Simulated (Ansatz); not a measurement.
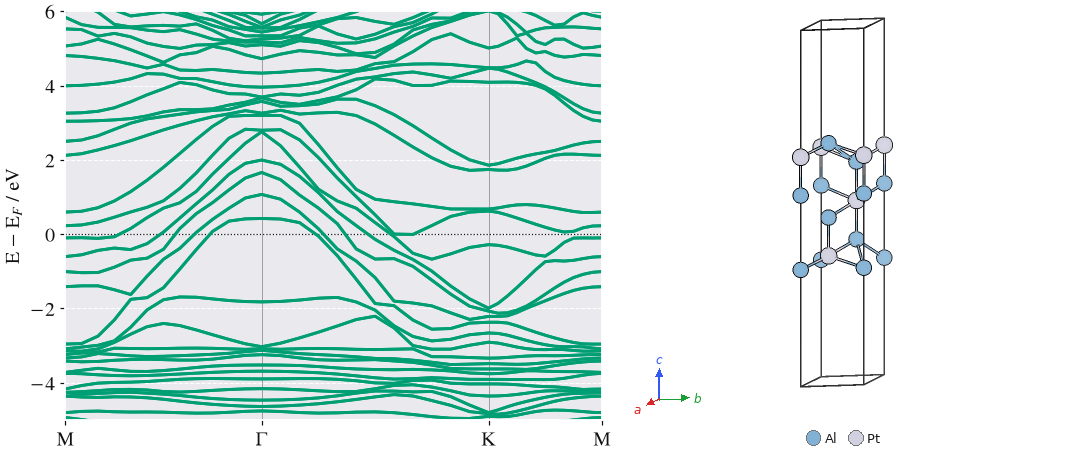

Band structure, beside the structure. Energies are counted from the Fermi level.

Input of the run:

```
crystal:
  lattice:
    - [4.2047455503, 0.0, 0.0]
    - [-2.1023727751, 3.641416463, 0.0]
    - [0.0, 0.0, 23.5829009136]
  atoms:
    - { symbol: Al, position: [0.0, 0.0, 0.32804203] }
    - { symbol: Pt, position: [0.6666666667, 0.3333333333, 0.3559326158] }
    - { symbol: Al, position: [0.3333333333, 0.6666666667, 0.3909141119] }
    - { symbol: Al, position: [0.6666666667, 0.3333333333, 0.4634361066] }
    - { symbol: Pt, position: [0.3333333333, 0.6666666667, 0.5000000015] }
    - { symbol: Al, position: [0.0, 0.0, 0.5365639001] }
    - { symbol: Al, position: [0.3333333333, 0.6666666667, 0.6090858866] }
    - { symbol: Pt, position: [0.0, 0.0, 0.644067382] }
    - { symbol: Al, position: [0.6666666667, 0.3333333333, 0.6719579656] }
basis:
  ecutwfc: 420
kpoints:
  mp_grid: { grid: [9, 9, 1] }
  band_path:
    path:
      - [0.5, 0, 0]
      - [0, 0, 0]
      - [0.3333333333333, 0.3333333333333, 0]
      - [0.5, 0, 0]
    npoints: 12
hamiltonian:
  xc: pbe
scf:
  occupations: { method: gaussian, width: 0.1 }
  n_extra_bands: 48
output:
  forces: true
  stress: true
  eigenvalues: true
  populations: true
  fatbands: true
  write_density: true
  write_potential: true
  elf: true
  volumetric_format: npy
magnetization:
  noncollinear: true
  spin_orbit: true
efield:
  axis: 3
  dipole_correction: true
  ramp_width: 0.04
```

Launched with:
```bash
ansatz run input.yaml --threads 2 --pin off --max-ram 4096MiB --backend cpu --events-out ev --progress --plain --runs-dir out
```

**Is there a gap at the Fermi level?**

A metal: bands cross the Fermi level along this path.

**Which levels at K lie nearest to the Fermi level?**

At K the nearest levels lie 0.28 eV below and 0.62 eV above the Fermi level.
